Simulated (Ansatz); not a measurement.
# AlN (F-43m): refractive index against wavelength

The refractive index of AlN (F-43m) below the direct gap (4.19 eV on the mesh) is read from one computed spectrum, n = √(Re ε).

It takes space group F-43m (No. 216, cubic). Conventional cell: a = 4.368 Å, b = 4.368 Å, c = 4.368 Å, α = 90.00°, β = 90.00°, γ = 90.00°. Al on site a is surrounded by 4 N at 1.89 Å. N on site d is surrounded by 4 Al at 1.89 Å.

Method: Ansatz 0.2.0, PBE, independent particles, k-mesh 14×14×14 with interpolation inside its cells, Gaussian parameter 0.15 eV.

Launch of the response step: `ansatz run input.yaml --threads 4 --pin off --max-ram 8192MiB --backend cpu --events-out ev --progress --plain --runs-dir out`. The run took 2 s, on 4 threads of Arm Neoverse V2 (shared host).

```tsv
wavelength (nm)	photon energy E (eV)	n
1310	0.946	2.1859
1064	1.165	2.1922
850	1.459	2.2027
700	1.771	2.2171
633	1.959	2.2274
532	2.331	2.2522
450	2.755	?
```

In the single-oscillator model n² − 1 = E₀E_d/(E₀² − E²), so 1/(n² − 1) = E₀/E_d − E²/(E₀E_d) is linear in E².

Working, on the rows shown:

| x = E² (eV²) | y = 1/(n² − 1) |
| --- | --- |
| 0.895757 | 0.264679 |
| 1.35784 | 0.262761 |
| 2.12762 | 0.259613 |
| 3.13716 | 0.255393 |
| 3.83641 | 0.252442 |
| 5.43137 | 0.245555 |

Means: x̄ = 2.7977, ȳ = 0.25674. Σ(x − x̄)(y − ȳ) = -0.06007, Σ(x − x̄)² = 14.27. Slope = -0.06007 / 14.27 = -0.00421; intercept = ȳ − slope · x̄ = 0.26852. Turned back into n, the line misses the rows shown by at most 0.00036.

**Question.** What does the fit predict for the withheld row, and how well does it do?

**Answer.** At x = 7.5912 the line gives y = 0.23656, that is 2.2863. The run gave 2.2889, so the extrapolation is off by 0.0026, 3 % of the range in the table.

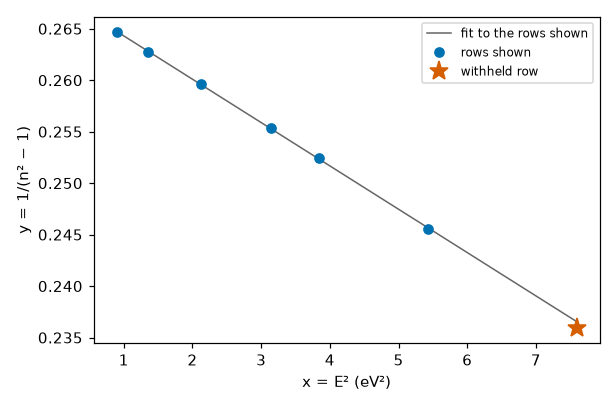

Refitted with all rows, the slope is -0.00429 and the intercept 0.2687. These give E₀ = √(intercept/−slope) = 7.91 eV and E_d = E₀/intercept = 29.5 eV; E₀ is 1.9 times the direct gap. The electronic limit at long wavelengths, without lattice vibrations, is n = √(1 + 1/intercept) = 2.173. Excitons are left out and so are local fields; PBE gaps are as a rule too small.

[Logs are printed without paths, hosts, clocks, repeated set-up lines and the standing remarks that a program may print on its own settings, such as how far it seeks lower states.]
